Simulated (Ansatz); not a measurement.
# What a change does: single-point calculation on CdS

System: CdS (I-4m2, 2 atoms in the cell).
Method of the first run: DFT r2SCAN, scalar-relativistic, plane waves, PAW, no spin polarisation (Ansatz 0.2.0).

The structure derives from an entry of the Crystallography Open Database. Text and figures count atoms from 1; the logs count them from 0 in places.

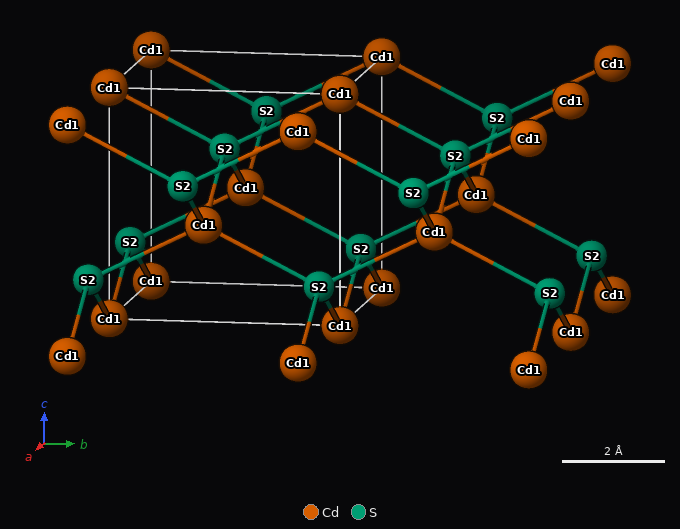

**Figure 1.** The structure as given in the input (ball-and-stick view of the cell 2 times as large as that of the calculation, set on its symmetry axes, repeated 2 × 2 × 1, seen slightly off an axis; atoms are numbered from 1 in the order of the input). An atom can appear more than once, as a periodic image.

Input, the first run:
```yaml
crystal:
  lattice:
    - [0.0, 3.2665289966, 2.3094360006]
    - [3.2665289966, 0.0, 2.3094360006]
    - [3.2665289966, 3.2665289966, 0.0]
  atoms:
    - { symbol: Cd, position: [0.0, 0.0, 0.0] }
    - { symbol: S, position: [0.75, 0.75, 0.75] }
basis:
  ecutwfc: 500
kpoints:
  mp_grid: { grid: [10, 10, 10] }
hamiltonian:
  xc: r2scan
scf:
  occupations: { method: gaussian, width: 0.05 }
output:
  forces: true
  stress: true
  eigenvalues: true
```

Command:
```bash
ansatz run input.yaml --threads 1 --pin off --max-ram 2560MiB --backend cpu --events-out ev --progress --plain --runs-dir out
```

Hardware: 1 thread of Oxide Virtual Turin-like (Zen 5), 32 GiB of memory available, shared host.

Output, shortened to warnings, some set-up lines, iterations and results (the first run):
```
Basis set: ecut = 500 eV, 1253 PW (Γ), exchange–correlation on 120×120×144 points (64 copies of the dense FFT grid, shifted against one another)
Symmetry: 8 space group operations
k-points: 102 of 1000 (time reversal used)
Initial density: superposition of atomic densities (neutral atoms: chi_scale 0, normalization atom), corrected by the library's trained network
[...]
SCF iter   1: F=—  HF=-9175.461020 eV  |F-HF|=—  |Δ(HF+E_count)|=         —  Δρ=6.08e-3  dr2=9.34e-3  dr2_τ=1.55e-2  ethr=1.77e-3  ⟨swp⟩=5.7  Hψ=8619  notcnv=0
SCF iter   2: F=—  HF=-9175.470986 eV  |F-HF|=—  |Δ(HF+E_count)|=   9.97e-3  Δρ=3.10e-3  dr2=1.98e-3  dr2_τ=4.29e-4  ethr=3.59e-5  ⟨swp⟩=2.8  Hψ=4173  notcnv=0
SCF iter   3: F=—  HF=-9175.471783 eV  |F-HF|=—  |Δ(HF+E_count)|=   7.97e-4  Δρ=1.25e-3  dr2=5.24e-4  dr2_τ=4.00e-5  ethr=7.63e-6  ⟨swp⟩=2.0  Hψ=2550  notcnv=0
SCF iter   4: F=—  HF=-9175.471782 eV  |F-HF|=—  |Δ(HF+E_count)|=   1.39e-6  Δρ=7.34e-5  dr2=1.31e-6  dr2_τ=2.81e-7  ethr=2.02e-6  ⟨swp⟩=2.4  Hψ=2757  notcnv=0
SCF iter   5: F=—  HF=-9175.471792 eV  |F-HF|=—  |Δ(HF+E_count)|=   1.02e-5  Δρ=2.37e-5  dr2=1.64e-7  dr2_τ=3.23e-8  ethr=5.05e-9  ⟨swp⟩=2.0  Hψ=2904  notcnv=0
SCF iter   6: F=-9175.471792 eV  HF=-9175.471792 eV  |F-HF|=1.27e-11  |Δ(HF+E_count)|=   1.16e-7  Δρ=4.92e-6  dr2=1.01e-8  dr2_τ=8.97e-10  ethr=3.85e-10  ⟨swp⟩=5.0  Hψ=7484  …
SCF 1 converged in 6 iterations: F = -9175.471792 eV  dr2 = 1.01e-8
SCF converged after 6 iterations
Free energy (F): -9175.471792 eV
Harris-Foulkes:  -9175.471792 eV  (|F-HF|=1.27e-11)
Internal energy: -9175.471792 eV  (E = F + TS)
E sigma→0 (E₀):  -9175.471792 eV
Fermi energy:    7.539051 eV
--- Per-component energies (eV) ---
  E_band       = -531.819697
  E_kinetic    = 611.112862
  E_local      = -3950.150089  (includes V_loc(G=0)·N_el)
  E_nonlocal   = 63.356860
  E_hartree    = 1814.445553
  E_xc         = -259.526074
  E_vxc        = -339.504761  (∫ρ·V_xc dr)
  E_paw        = -4716.165485  (= ΣΔE_a)
  E_vpaw       = -567.176545  (= ΣTr[D̂ρ^β])
  E_aug_tail   = 0.000007  (compensation charges beyond the density's cutoff)
  E_vtau       = 21.653906  (kinetic-family band-sum trace: ∫τ·v_τ [+ j·A + Jᵃ·Aᵃ] dr)
  E_ewald      = -2737.870888
  E_core_change = -0.674537  (= ΣΔE_core)
  E_smearing   = -0.000000  (= −TS)
  E_closure    = 0.000000  (closes the sum)
  Σ components = -9175.471792   (vs F -9175.471792, Δ=0.00e0)
--- Forces (eV/Å), atoms counted from 1 ---
  atom   1  Cd     0.00000000     0.00000000    -0.00000000
  atom   2  S     -0.00000000    -0.00000000    -0.00000000
  max |Σ_I F_I| component: 2.22e-16 eV/Å
--- Stress (GPa, compression-positive) ---
       -2.787969       0.000000       0.000000
        0.000000      -2.787969      -0.000000
        0.000000      -0.000000       0.867626
  P = ⅓ Tr σ = -1.5694 GPa (-15.694 kbar)
```

The input of the second run differs as follows (lines with − go, lines with + come):
```diff
-    - [0.0, 3.2665289966, 2.3094360006]
-    - [3.2665289966, 0.0, 2.3094360006]
-    - [3.2665289966, 3.2665289966, 0.0]
+    - [0.0, 3.1612690159, 2.4657898324]
+    - [3.1612690159, 0.0, 2.4657898324]
+    - [3.1612690159, 3.1612690159, 0.0]
```

What does this change do to the results?

With the same functional and potentials, the second run lies 30.2 meV per atom lower. The gap on the mesh goes from 1.11 to 1.26 eV. The pressure goes from −1.57 to 0.03 GPa. The number of SCF iterations is the same. The plane waves at Γ go from 1253 to 1277. On the same kind of shared host the second run took about 1.7 times as long.

Output, shortened to warnings, some set-up lines, iterations and results (the second run):
```
Basis set: ecut = 500 eV, 1277 PW (Γ), exchange–correlation on 120×120×144 points (64 copies of the dense FFT grid, shifted against one another)
Symmetry: 8 space group operations
k-points: 102 of 1000 (time reversal used)
Initial density: superposition of atomic densities (neutral atoms: chi_scale 0, normalization atom), corrected by the library's trained network
[...]
SCF iter   1: F=—  HF=-9175.520615 eV  |F-HF|=—  |Δ(HF+E_count)|=         —  Δρ=6.02e-3  dr2=9.27e-3  dr2_τ=1.59e-2  ethr=1.77e-3  ⟨swp⟩=5.6  Hψ=8649  notcnv=0
SCF iter   2: F=—  HF=-9175.531437 eV  |F-HF|=—  |Δ(HF+E_count)|=   1.08e-2  Δρ=3.10e-3  dr2=1.98e-3  dr2_τ=4.31e-4  ethr=3.57e-5  ⟨swp⟩=2.5  Hψ=4003  notcnv=0
SCF iter   3: F=—  HF=-9175.532119 eV  |F-HF|=—  |Δ(HF+E_count)|=   6.82e-4  Δρ=1.31e-3  dr2=4.46e-4  dr2_τ=4.80e-5  ethr=7.60e-6  ⟨swp⟩=2.2  Hψ=2493  notcnv=0
SCF iter   4: F=—  HF=-9175.532225 eV  |F-HF|=—  |Δ(HF+E_count)|=   1.06e-4  Δρ=6.32e-5  dr2=8.90e-7  dr2_τ=1.80e-7  ethr=1.72e-6  ⟨swp⟩=3.0  Hψ=3141  notcnv=0
SCF iter   5: F=—  HF=-9175.532224 eV  |F-HF|=—  |Δ(HF+E_count)|=   8.38e-7  Δρ=1.54e-5  dr2=6.14e-8  dr2_τ=1.58e-8  ethr=3.42e-9  ⟨swp⟩=2.0  Hψ=2652  notcnv=0
SCF iter   6: F=-9175.532224 eV  HF=-9175.532224 eV  |F-HF|=2.92e-9  |Δ(HF+E_count)|=   7.60e-8  Δρ=3.54e-6  dr2=6.33e-9  dr2_τ=3.75e-10  ethr=2.36e-10  ⟨swp⟩=2.5  Hψ=6500  …
SCF 1 converged in 6 iterations: F = -9175.532224 eV  dr2 = 6.33e-9
SCF converged after 6 iterations
Free energy (F): -9175.532224 eV
Harris-Foulkes:  -9175.532224 eV  (|F-HF|=2.92e-9)
Internal energy: -9175.532224 eV  (E = F + TS)
E sigma→0 (E₀):  -9175.532224 eV
Fermi energy:    7.590040 eV
--- Per-component energies (eV) ---
  E_band       = -531.921148
  E_kinetic    = 611.752319
  E_local      = -3975.462132  (includes V_loc(G=0)·N_el)
  E_nonlocal   = 63.245835
  E_hartree    = 1826.882090
  E_xc         = -259.874442
  E_vxc        = -340.038094  (∫ρ·V_xc dr)
  E_paw        = -4716.006978  (= ΣΔE_a)
  E_vpaw       = -566.871534  (= ΣTr[D̂ρ^β])
  E_aug_tail   = 0.000007  (compensation charges beyond the density's cutoff)
  E_vtau       = 21.690947  (kinetic-family band-sum trace: ∫τ·v_τ [+ j·A + Jᵃ·Aᵃ] dr)
  E_ewald      = -2725.394384
  E_core_change = -0.674537  (= ΣΔE_core)
  E_smearing   = -0.000000  (= −TS)
  E_closure    = -0.000000  (closes the sum)
  Σ components = -9175.532224   (vs F -9175.532224, Δ=0.00e0)
--- Forces (eV/Å), atoms counted from 1 ---
  atom   1  Cd    -0.00000000     0.00000000     0.00000000
  atom   2  S      0.00000000     0.00000000     0.00000000
  max |Σ_I F_I| component: 1.11e-16 eV/Å
--- Stress (GPa, compression-positive) ---
       -0.788267       0.000000       0.000000
        0.000000      -0.788267       0.000000
       -0.000000       0.000000       1.660146
  P = ⅓ Tr σ = 0.0279 GPa (0.279 kbar)
```

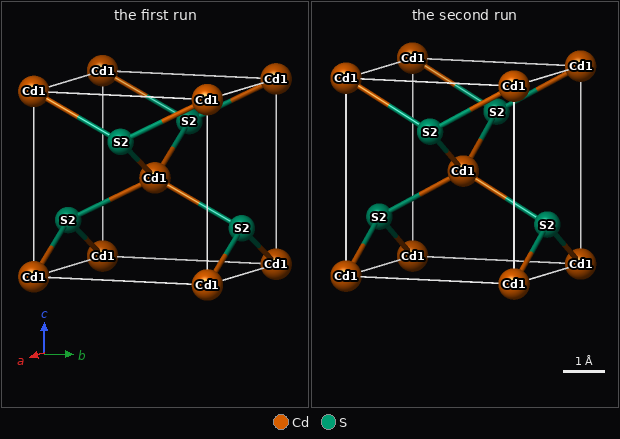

**Figure 2.** The two input geometries at one scale (ball-and-stick view of the cell 2 times as large as that of the calculation, set on its symmetry axes, seen slightly off an axis). The atoms keep their places relative to the cell (all moves are under 0.005 Å). The drawn cell changes at constant volume: a = b 4.620 → 4.471 Å (−3.2 %), c 4.619 → 4.932 Å (+6.8 %). Among the contacts that change: Cd1–S2 2.582 → 2.553 Å.

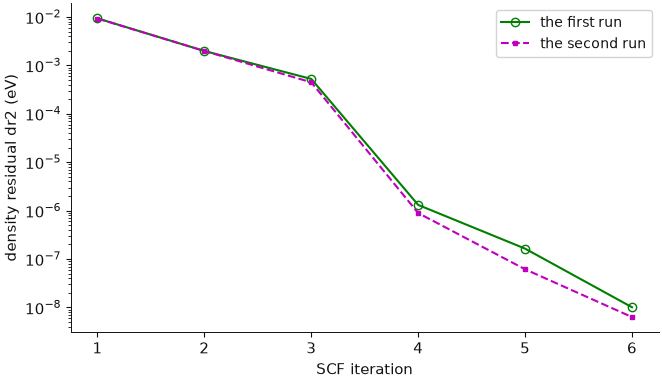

**Figure 3.** Convergence of the two runs: density residual dr2 against the SCF iteration. The first run takes 6 iterations in all, and the second run takes 6.

The two runs side by side:

```csv
quantity,the first run,the second run
outcome,converged,converged
free energy per atom (eV),−4587.7359,−4587.7661
gap on the mesh (eV),1.11,1.26
pressure (GPa),−1.57,0.03
largest force (eV/Å),0.000,0.000
SCF iterations,6,6
irreducible k-points,102,102
plane waves at Γ,1253,1277
wall time (shared host),6.7 s,12 s
```
